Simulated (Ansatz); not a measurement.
# Geometry relaxation of CsPbBr3 (part 1 of 2)

CsPbBr3 (Pm-3m, 5 atoms in the cell), computed with DFT, PBE, plane waves, PAW, no spin polarisation (Ansatz 0.2.0).

The structure derives from an entry of the Crystallography Open Database. Figures and captions count atoms from 1; the log counts them from 0 in places.

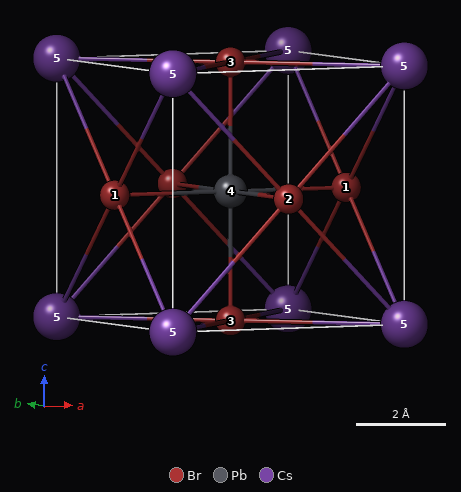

Fig. 1: The starting structure (ball-and-stick view of the cell of the calculation, seen at an oblique angle; atoms are numbered from 1 in the order of the input).

**Input**
```yaml
crystal:
  lattice:
    - [5.855846, 0.0, 0.0]
    - [0.0, 5.855846, 0.0]
    - [0.0, 0.0, 5.855846]
  atoms:
    - { symbol: Br, position: [0.0, 0.5, 0.5] }
    - { symbol: Br, position: [0.5, 0.0, 0.5] }
    - { symbol: Br, position: [0.5, 0.5, 0.0] }
    - { symbol: Pb, position: [0.5, 0.5, 0.5] }
    - { symbol: Cs, position: [0.0, 0.0, 0.0] }
  symmetry: { tolerance: 0.0003 }
kpoints:
  mp_grid: { grid: [3, 3, 3], shift: [0, 0, 0] }
magnetization:
  spin_polarized: false
scf:
  occupations: { method: fermi_dirac, width: 0.0806 }
  eigensolver: { kind: davidson }
hamiltonian:
  pseudopotentials: { kind: paw }
  xc: pbe
basis:
  ecutwfc: 420
output:
  forces: true
  stress: true
  eigenvalues: true
  write_density: true
  write_potential: true
  elf: true
  volumetric_format: npy
relax:
  max_steps: 40
  cell: {}
```

Run on 1 thread of Intel Xeon @ 2.50GHz (Skylake/Cascade Lake), 64 GiB of memory available, shared host.

Command:
```bash
ansatz run input.yaml --threads 1 --pin off --max-ram 2560MiB --backend cpu --events-out ev --progress --plain --runs-dir out
```

**Log**
```
Engine: ansatz 0.2.0, x86_64-unknown-linux-gnu
Pseudopotentials: kind: paw
Pseudopotential: Br, paw, valence charge 7, recommended cutoff 420 eV (normal), Br.paw.azcp
Pseudopotential: Pb, paw, valence charge 14, recommended cutoff 420 eV (normal), Pb.paw.azcp
Pseudopotential: Cs, paw, valence charge 9, recommended cutoff 420 eV (normal), Cs.paw.azcp
Functional definition: PBE
  parameter kappa = 0.804
  parameter beta = 0.06672455060314922
  exchange = pbe_x(kappa = kappa, mu = beta*pi^2/3)
  correlation = pbe_c(beta = beta)
Crystal: 5 atoms, lattice volume = 200.802 Å³
Basis set: ecut = 420 eV, 3887 PW (Γ), exchange–correlation on 80×80×80 points (8 copies of the dense FFT grid, shifted against one another)
Bands: 27, of which v1, the nominal top of the filled ones, is band 22 counted from 1 (21 counted from 0)
Symmetry: 48 space group operations
Space group: Pm-3m (ITA 221), of the structure as read, at distance tolerance 1.8e-3 Å
k-points: 4 of 27
Non-local potential: Br, projectors of the file, l = 0: 2, l = 1: 2, l = 2: 2
Non-local potential: Pb, projectors of the file, l = 0: 2, l = 1: 2, l = 2: 2, l = 3: 2
Non-local potential: Cs, projectors of the file, l = 0: 3, l = 1: 2, l = 2: 2, l = 3: 2
PAW form: soft (Blöchl's): semilocal exchange-correlation on the pseudo side does not see the compensation charge
PAW one-centre angular grid: Br, 110 points (default); XC on 64 Gauss nodes
PAW one-centre angular grid: Pb, 590 points (default); XC on 64 Gauss nodes
PAW one-centre angular grid: Cs, 194 points (default); XC on 64 Gauss nodes
Initial density: superposition of atomic densities (neutral atoms: chi_scale 0, normalization atom), corrected by the library's trained network
Initial wavefunctions: pseudopotential atomic-orbital guess
Functional: x = pbe(κ = 0.804, μ = 0.2195149727645171), c = pbe(β = 0.06672455060314922)
SCF iter   1: F=—  HF=-25933.328475 eV  |F-HF|=—  |Δ(HF+E_count)|=         —  Δρ=1.13e-3  dr2=2.28e-3  ethr=1.77e-3  ⟨swp⟩=19.2  Hψ=538  notcnv=1
preconditioner: auto → Resta (q_TF=auto, 2.118 Å⁻¹)  ε∞=2.8  [insulator: Δε(μ)=3.983 eV  Ē_g=12.835 eV  σ=0.081 eV  W_gap=1.00  n_scr=26 (ndim 8)  ℏωp=17.0 eV  f_vac=0.043  D(μ)=0.00/eV (n_scr^D=0)  ε∞_Penn≈2.8]
SCF iter   2: F=—  HF=-25933.330637 eV  |F-HF|=—  |Δ(HF+E_count)|=   2.16e-3  Δρ=5.77e-4  dr2=6.06e-4  ethr=5.17e-6  ⟨swp⟩=5.0  Hψ=384  notcnv=0  defer=3
iter 3 solved again at ethr=4.47e-8 eV; its pass at ethr=1.38e-6 eV (dr2=1.96e-5 eV) is discarded
SCF iter   3: F=—  HF=-25933.330719 eV  |F-HF|=—  |Δ(HF+E_count)|=   8.24e-5  Δρ=7.48e-5  dr2=1.81e-5  ethr=4.47e-8  ⟨swp⟩=4.2  Hψ=467  notcnv=0
SCF iter   4: F=—  HF=-25933.330721 eV  |F-HF|=—  |Δ(HF+E_count)|=   2.24e-6  Δρ=2.14e-5  dr2=1.90e-6  ethr=4.11e-8  ⟨swp⟩=3.0  Hψ=231  notcnv=0
iter 5 did not close the SCF: its close was put off for the readings that it lacked (scf_convergence_deferred on its scf_iter line)
SCF iter   5: F=-25933.330722 eV  HF=-25933.330722 eV  |F-HF|=7.69e-8  |Δ(HF+E_count)|=   7.71e-7  Δρ=5.13e-6  dr2=8.73e-8  ethr=4.32e-9  ⟨swp⟩=4.5  Hψ=265  notcnv=0
SCF iter   6: F=-25933.330722 eV  HF=-25933.330722 eV  |F-HF|=2.12e-9  |Δ(HF+E_count)|=   1.09e-7  Δρ=2.12e-6  dr2=1.04e-8  ethr=1.98e-10  ⟨swp⟩=4.0  Hψ=290  notcnv=0
the search or the solves at the SCF's close seem to have found levels that the self-consistency loop had missed (the run counts 1). By its estimate they hold under 1e-12 electrons; where the run keeps them, the occupations were computed again with them
SCF 1 converged in 6 iterations: F = -25933.330722 eV  dr2 = 1.04e-8
  Residual-converged pass: ⟨swp⟩=7.2  Hψ=610  notcnv=0  max |occ|·‖R‖ = 9.8e-9 eV (tolerance 1.0e-8 eV)  dr2=1.07e-8  dr2_onsite=2.01e-9  max |Δocc| = 1.8e-15
  greatest PAW one-centre occupation: 0.982 electrons in one spin orbital (limit 2), on the Pb atom at site 3 (counted from 0), in its partial waves of l = 2
relax step   1: F+E_penalty+E_count = -25933.33072227 eV  Δ(F+E_penalty+E_count) = +0.000e0 eV  max|allowed force component| = 2.115e-29 eV/Å  Δτ_max = 0.0000 Å  P = +1.315 GPa  Ω = 200.802 Å³  (6 SCF iters, dr2 threshold 1.00e-7 eV, accepted)
Crystal: 5 atoms, lattice volume = 207.919 Å³
Basis set: ecut = 420 eV, 4067 PW (Γ), exchange–correlation on 80×80×80 points (8 copies of the dense FFT grid, shifted against one another)
Initial density: handed on by an earlier stage of this run
Initial wavefunctions: those handed on with the density
iter 1 solved again at ethr=1.61e-5 eV; its pass at ethr=1.00e-1 eV (dr2=7.07e-3 eV) is discarded
SCF iter   1: F=—  HF=-25933.371632 eV  |F-HF|=—  |Δ(HF+E_count)|=         —  Δρ=6.73e-4  dr2=2.78e-3  ethr=1.61e-5  ⟨swp⟩=7.8  Hψ=685  notcnv=0
preconditioner: auto → Resta (q_TF=auto, 2.106 Å⁻¹)  ε∞=2.7  [insulator: Δε(μ)=3.979 eV  Ē_g=12.739 eV  σ=0.081 eV  W_gap=1.00  n_scr=26 (ndim 8)  ℏωp=16.7 eV  f_vac=0.061  D(μ)=0.00/eV (n_scr^D=0)  ε∞_Penn≈2.7]
SCF iter   2: F=—  HF=-25933.370769 eV  |F-HF|=—  |Δ(HF+E_count)|=   8.63e-4  Δρ=3.62e-4  dr2=7.83e-4  ethr=6.32e-6  ⟨swp⟩=2.0  Hψ=196  notcnv=0
SCF iter   3: F=—  HF=-25933.370568 eV  |F-HF|=—  |Δ(HF+E_count)|=   2.00e-4  Δρ=1.50e-4  dr2=7.96e-5  ethr=1.78e-6  ⟨swp⟩=4.5  Hψ=259  notcnv=0
SCF iter   4: F=—  HF=-25933.370611 eV  |F-HF|=—  |Δ(HF+E_count)|=   4.23e-5  Δρ=9.03e-5  dr2=2.11e-5  ethr=1.81e-7  ⟨swp⟩=4.2  Hψ=279  notcnv=0
SCF iter   5: F=—  HF=-25933.370604 eV  |F-HF|=—  |Δ(HF+E_count)|=   6.42e-6  Δρ=3.00e-5  dr2=2.33e-6  ethr=4.81e-8  ⟨swp⟩=3.0  Hψ=221  notcnv=0
SCF iter   6: F=—  HF=-25933.370605 eV  |F-HF|=—  |Δ(HF+E_count)|=   3.92e-7  Δρ=2.02e-5  dr2=1.38e-6  ethr=5.29e-9  ⟨swp⟩=4.5  Hψ=287  notcnv=0
SCF iter   7: F=-25933.370604 eV  HF=-25933.370604 eV  |F-HF|=2.08e-7  |Δ(HF+E_count)|=   3.93e-7  Δρ=8.80e-6  dr2=2.66e-7  ethr=3.13e-9  ⟨swp⟩=3.0  Hψ=209  notcnv=0
the search or the solves at the SCF's close seem to have found levels that the self-consistency loop had missed (the run counts 1). By its estimate they hold under 1e-12 electrons; where the run keeps them, the occupations were computed again with them
SCF 2 converged in 7 iterations: F = -25933.370604 eV  dr2 = 2.66e-7
  Residual-converged pass: ⟨swp⟩=8.5  Hψ=622  notcnv=0  max |occ|·‖R‖ = 8.6e-9 eV (tolerance 1.0e-8 eV)  dr2=2.23e-7  dr2_onsite=6.63e-9  max |Δocc| = 1.8e-15
relax step   2: F+E_penalty+E_count = -25933.37060403 eV  Δ(F+E_penalty+E_count) = -3.988e-2 eV  max|allowed force component| = 2.664e-29 eV/Å  Δτ_max = 0.0000 Å  P = +0.522 GPa  Ω = 207.919 Å³  energy of the carried Pulay correction = -3.842e-4 eV  (7 SCF iters, dr2 threshold 5.00e-7 eV, accepted)
Crystal: 5 atoms, lattice volume = 212.889 Å³
Basis set: ecut = 420 eV, 4139 PW (Γ), exchange–correlation on 80×80×80 points (8 copies of the dense FFT grid, shifted against one another)
iter 1 solved again at ethr=7.70e-6 eV; its pass at ethr=1.00e-1 eV (dr2=3.39e-3 eV) is discarded
SCF iter   1: F=—  HF=-25933.379528 eV  |F-HF|=—  |Δ(HF+E_count)|=         —  Δρ=4.51e-4  dr2=1.30e-3  ethr=7.70e-6  ⟨swp⟩=9.2  Hψ=688  notcnv=0
preconditioner: auto → Resta (q_TF=auto, 2.098 Å⁻¹)  ε∞=2.7  [insulator: Δε(μ)=3.961 eV  Ē_g=12.669 eV  σ=0.081 eV  W_gap=1.00  n_scr=26 (ndim 8)  ℏωp=16.5 eV  f_vac=0.070  D(μ)=0.00/eV (n_scr^D=0)  ε∞_Penn≈2.7]
SCF iter   2: F=—  HF=-25933.379123 eV  |F-HF|=—  |Δ(HF+E_count)|=   4.05e-4  Δρ=2.38e-4  dr2=3.54e-4  ethr=2.95e-6  ⟨swp⟩=2.0  Hψ=196  notcnv=0
iter 3 solved again at ethr=7.75e-8 eV; its pass at ethr=8.05e-7 eV (dr2=3.41e-5 eV) is discarded
SCF iter   3: F=—  HF=-25933.379098 eV  |F-HF|=—  |Δ(HF+E_count)|=   2.52e-5  Δρ=9.68e-5  dr2=3.62e-5  ethr=7.75e-8  ⟨swp⟩=3.2  Hψ=458  notcnv=0
SCF iter   4: F=—  HF=-25933.379097 eV  |F-HF|=—  |Δ(HF+E_count)|=   1.27e-6  Δρ=5.40e-5  dr2=8.52e-6  ethr=7.75e-8  ⟨swp⟩=4.2  Hψ=262  notcnv=0
SCF iter   5: F=—  HF=-25933.379094 eV  |F-HF|=—  |Δ(HF+E_count)|=   2.46e-6  Δρ=1.54e-5  dr2=5.55e-7  ethr=1.94e-8  ⟨swp⟩=3.5  Hψ=231  notcnv=0
SCF iter   6: F=-25933.379094 eV  HF=-25933.379094 eV  |F-HF|=2.81e-7  |Δ(HF+E_count)|=   2.64e-7  Δρ=9.96e-6  dr2=3.53e-7  ethr=1.26e-9  ⟨swp⟩=4.8  Hψ=290  notcnv=0
SCF 3 converged in 6 iterations: F = -25933.379094 eV  dr2 = 3.53e-7
  Residual-converged pass: ⟨swp⟩=7.8  Hψ=604  notcnv=0  max |occ|·‖R‖ = 9.1e-9 eV (tolerance 1.0e-8 eV)  dr2=3.52e-7  dr2_onsite=1.15e-8  max |Δocc| = 8.9e-16
relax step   3: F+E_penalty+E_count = -25933.37909408 eV  Δ(F+E_penalty+E_count) = -8.490e-3 eV  max|allowed force component| = 9.140e-29 eV/Å  Δτ_max = 0.0000 Å  P = +0.052 GPa  Ω = 212.889 Å³  energy of the carried Pulay correction = -6.447e-4 eV  (6 SCF iters, dr2 threshold 5.00e-7 eV, accepted)
Crystal: 5 atoms, lattice volume = 213.466 Å³
iter 1 solved again at ethr=1.54e-6 eV; its pass at ethr=1.00e-1 eV (dr2=6.79e-4 eV) is discarded
SCF iter   1: F=—  HF=-25933.379092 eV  |F-HF|=—  |Δ(HF+E_count)|=         —  Δρ=4.71e-5  dr2=1.40e-5  ethr=1.54e-6  ⟨swp⟩=6.0  Hψ=516  notcnv=0
preconditioner: auto → Resta (q_TF=auto, 2.097 Å⁻¹)  ε∞=2.7  [insulator: Δε(μ)=3.952 eV  Ē_g=12.659 eV  σ=0.081 eV  W_gap=1.00  n_scr=26 (ndim 8)  ℏωp=16.5 eV  f_vac=0.069  D(μ)=0.00/eV (n_scr^D=0)  ε∞_Penn≈2.7]
SCF iter   2: F=—  HF=-25933.379161 eV  |F-HF|=—  |Δ(HF+E_count)|=   6.95e-5  Δρ=2.64e-5  dr2=4.19e-6  ethr=3.17e-8  ⟨swp⟩=4.0  Hψ=242  notcnv=0
iter 3 solved again at ethr=6.38e-10 eV; its pass at ethr=9.52e-9 eV (dr2=2.81e-7 eV) is discarded
SCF iter   3: F=—  HF=-25933.379160 eV  |F-HF|=—  |Δ(HF+E_count)|=   1.24e-6  Δρ=8.48e-6  dr2=2.86e-7  ethr=6.38e-10  ⟨swp⟩=4.5  Hψ=451  notcnv=0
SCF iter   4: F=—  HF=-25933.379160 eV  |F-HF|=—  |Δ(HF+E_count)|=   3.04e-9  Δρ=2.06e-6  dr2=1.11e-8  ethr=6.38e-10  ⟨swp⟩=3.0  Hψ=214  notcnv=0
SCF iter   5: F=-25933.379160 eV  HF=-25933.379160 eV  |F-HF|=8.99e-10  |Δ(HF+E_count)|=   7.76e-9  Δρ=6.46e-7  dr2=6.13e-10  ethr=2.52e-11  ⟨swp⟩=4.5  Hψ=315  notcnv=0
SCF 4 converged in 5 iterations: F = -25933.379160 eV  dr2 = 6.13e-10
  Residual-converged pass: ⟨swp⟩=6.5  Hψ=505  notcnv=0  max |occ|·‖R‖ = 8.6e-9 eV (tolerance 1.0e-8 eV)  dr2=6.06e-10  dr2_onsite=9.18e-11  max |Δocc| = 7.9e-18
relax step   4: F+E_penalty+E_count = -25933.37915998 eV  Δ(F+E_penalty+E_count) = -6.590e-5 eV  max|allowed force component| = 4.752e-29 eV/Å  Δτ_max = 0.0000 Å  P = +0.001 GPa  Ω = 213.466 Å³  energy of the carried Pulay correction = -6.745e-4 eV  (5 SCF iters, dr2 threshold 6.68e-9 eV, accepted)
Initial wavefunctions: pseudopotential atomic-orbital guess (no wavefunctions were taken with the density)
iter 1 solved again at ethr=2.02e-5 eV; its pass at ethr=1.00e-1 eV (dr2=8.90e-3 eV) is discarded
SCF iter   1: F=—  HF=-25933.379623 eV  |F-HF|=—  |Δ(HF+E_count)|=         —  Δρ=4.43e-5  dr2=9.96e-7  ethr=2.02e-5  ⟨swp⟩=19.5  Hψ=954  notcnv=3
eigensolver tolerance schedule: the retry pair's looser diagonalisation over-reported the residual by 8934.96 of it (diagonalisation noise at an unbounded share of the residual, at the tolerance the schedule requests for it); recorded, not acted on — ethr = c·dr2/N_el stays at c = 1.0e-1
preconditioner: auto → Resta (q_TF=auto, 2.097 Å⁻¹)  ε∞=2.7  [insulator: Δε(μ)=3.951 eV  Ē_g=12.659 eV  σ=0.081 eV  W_gap=1.00  n_scr=26 (ndim 8)  ℏωp=16.5 eV  f_vac=0.069  D(μ)=0.00/eV (n_scr^D=0)  ε∞_Penn≈2.7]
SCF iter   2: F=—  HF=-25933.379727 eV  |F-HF|=—  |Δ(HF+E_count)|=   1.04e-4  Δρ=2.15e-5  dr2=3.78e-7  ethr=2.26e-9  ⟨swp⟩=6.2  Hψ=461  notcnv=0
SCF iter   3: F=—  HF=-25933.379731 eV  |F-HF|=—  |Δ(HF+E_count)|=   3.68e-6  Δρ=1.02e-5  dr2=5.33e-8  ethr=8.59e-10  ⟨swp⟩=3.2  Hψ=216  notcnv=0
SCF iter   4: F=—  HF=-25933.379732 eV  |F-HF|=—  |Δ(HF+E_count)|=   1.11e-6  Δρ=2.20e-6  dr2=1.17e-8  ethr=1.21e-10  ⟨swp⟩=4.8  Hψ=288  notcnv=0
iter 5 solved again at ethr=1.54e-12 eV; its pass at ethr=2.66e-11 eV (dr2=6.78e-10 eV) is discarded
SCF iter   5: F=—  HF=-25933.379732 eV  |F-HF|=—  |Δ(HF+E_count)|=   1.10e-9  Δρ=5.19e-7  dr2=5.98e-10  ethr=1.54e-12  ⟨swp⟩=4.2  Hψ=444  notcnv=0
eigensolver tolerance schedule: the retry pair's looser diagonalisation over-reported the residual by 0.13 of it (diagonalisation noise at 0.14 of the residual, at the tolerance the schedule requests for it); recorded, not acted on — ethr = c·dr2/N_el stays at c = 1.0e-1
SCF iter   6: F=-25933.379732 eV  HF=-25933.379732 eV  |F-HF|=3.27e-11  |Δ(HF+E_count)|=  8.73e-11  Δρ=1.31e-7  dr2=3.41e-11  ethr=1.36e-12  ⟨swp⟩=3.5  Hψ=238  notcnv=0
SCF 5 converged in 6 iterations: F = -25933.379732 eV  dr2 = 3.41e-11
  Residual-converged pass: ⟨swp⟩=6.0  Hψ=462  notcnv=0  max |occ|·‖R‖ = 7.7e-9 eV (tolerance 1.0e-8 eV)  dr2=2.85e-11  dr2_onsite=2.36e-12  max |Δocc| = 4.4e-16
relax step   5: F+E_penalty+E_count = -25933.37973184 eV  Δ(F+E_penalty+E_count) = -5.719e-4 eV  max|allowed force component| = 1.173e-29 eV/Å  Δτ_max = 0.0000 Å  P = -0.001 GPa  Ω = 213.466 Å³  stress off target by 7.87e-4 GPa  SCF on the basis re-selected at this cell (its energy is not comparable with the rows above)  (6 SCF iters)
```

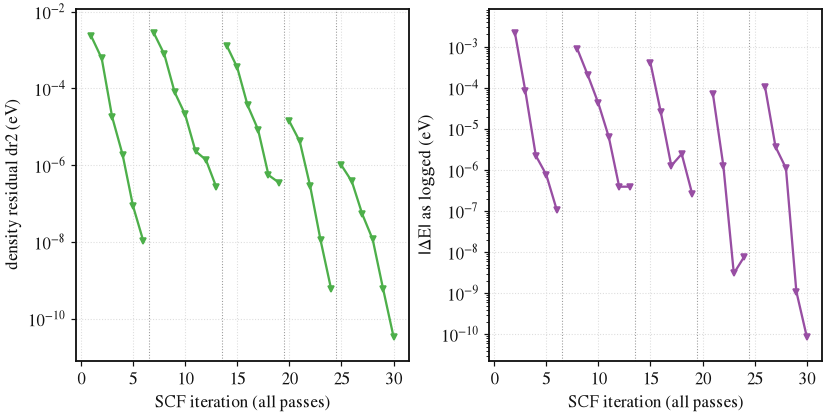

Fig. 2: Convergence of the self-consistent field: density residual dr2 and size of the energy change against the SCF iteration. The dotted lines part the SCF passes of the relaxation: geometry steps, rejected trials and re-solves on a re-selected basis. The 5 passes take 5 to 7 iterations each, 30 in all.

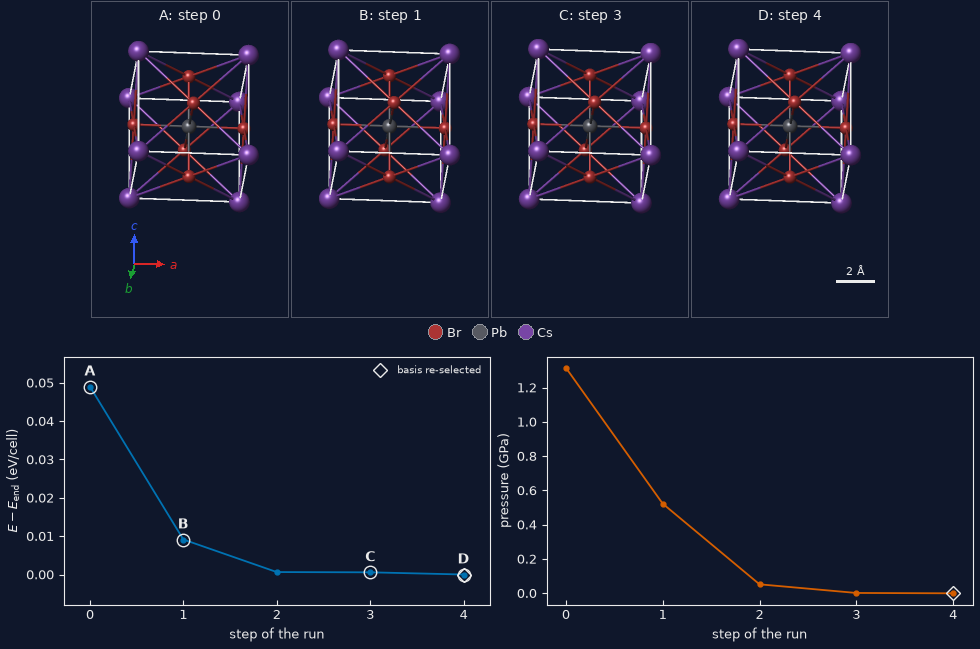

Fig. 3: Frames of the relaxation (ball-and-stick view of the cell of the calculation, seen at an oblique angle) above the curves, on which the letters mark them (the first geometry is step 0 here and step 1 in the log).
